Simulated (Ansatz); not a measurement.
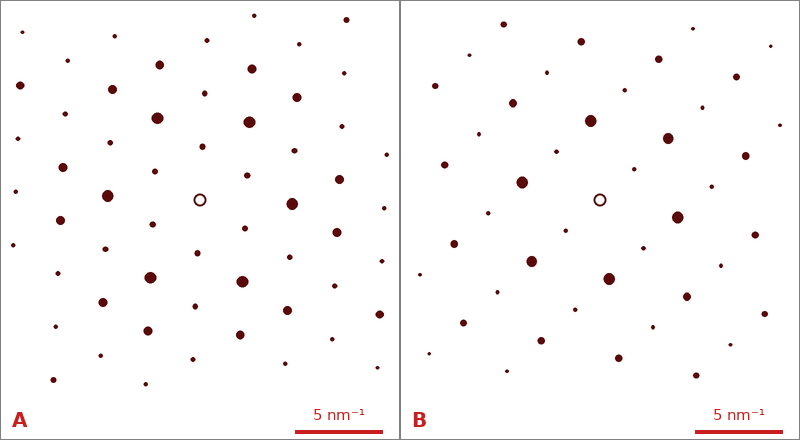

Kinematic electron diffraction patterns (120 kV, B = 0.5 Å², same scale, each along a low-index zone) of two structures of composition MnSi3, each relaxed at zero pressure with DFT PBE, scalar-relativistic, plane waves, PAW (Ansatz). Each run keeps the magnetic state that it reached.

The structures (standard cells):
1. Pm-3m (No. 221), a = 3.785 Å, 4 atoms; generated start, possibly hypothetical
2. Pm-3n (No. 223), a = 4.617 Å, 8 atoms; generated start, possibly hypothetical

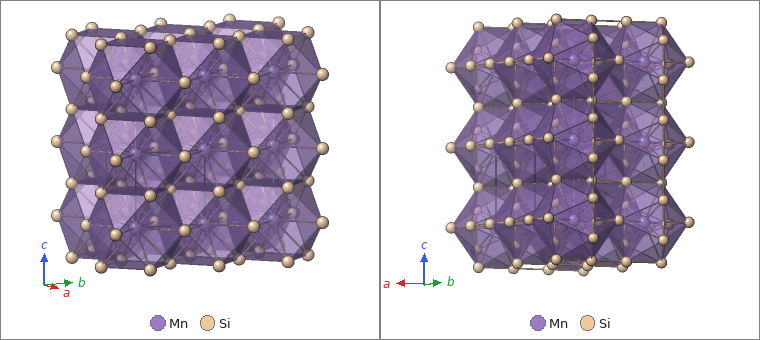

Drawings of the structures 1 to 2, from left to right (each may span several cells).

Which pattern belongs to which structure, and along which zone?

A is structure 2 along [111] or an equivalent direction: hexagonal net of -1 1 0 at d = 3.26 Å and -1 0 1 at d = 3.26 Å, 60.0° apart. B is structure 1 along [110] or an equivalent direction: rectangular net of 0 0 1 (weak) at d = 3.78 Å and 1 -1 0 (weak) at d = 2.68 Å, 90.0° apart.

Rank the structures by their computed energy.

Structure 2 (Pm-3n, 12.30 Å³ an atom) is the lowest of these; structure 1 (Pm-3m, 13.55 Å³ an atom) lies about 210 meV an atom higher. These are static energies at 0 K; other structures, not shown, may lie lower still.
